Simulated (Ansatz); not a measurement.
```
CELL_PARAMETERS angstrom
2.53579 0.00000 0.00000
-1.26789 2.19606 0.00000
0.00000 0.00000 22.61107
ATOMIC_POSITIONS crystal
Ni 0.00000 0.00000 0.25437
Ni 0.66667 0.33333 0.58770
Ni 0.33333 0.66667 0.92103
Ni 0.33333 0.66667 0.16667
Ni 0.00000 0.00000 0.50000
Ni 0.66667 0.33333 0.83333
Ni 0.66667 0.33333 0.07897
Ni 0.33333 0.66667 0.41230
Ni 0.00000 0.00000 0.74563
Si 0.00000 0.00000 0.00000
Si 0.66667 0.33333 0.33333
Si 0.33333 0.66667 0.66667
```

Space group R-3m; a structure from a database of computed crystals, not necessarily the ambient phase; computed pressure about 5 GPa in this cell; the program warned that a starting moment wasn't kept; spin-polarised.

The calculation used Kohn-Sham DFT of a periodic cell, PBEsol, Ansatz PAW in Ansatz.

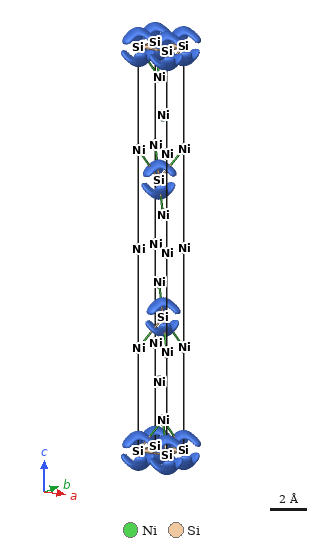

SiNi3. Isosurface of the ELF at 0.6 (blue), seen slightly off an axis. Only the valence region is drawn (cores and ρ < 0.01 e/Å³ removed). Sticks mark near contacts.

### Describe the localisation domains.

The ELF exceeds this value in six regions wrapped around Si (the valence shell of each), counted in one cell of 12 atoms. Any copies at cell faces, edges or corners count once. Profiles from the grid: Si–Ni (2.31 Å): the ELF peaks at about 0.65 between the atoms. Si–Si (2.54 Å): the ELF peaks at about 0.55 in the valence shell of Si, 1.0 Å from its nucleus, and is about 0.55 at the midpoint.
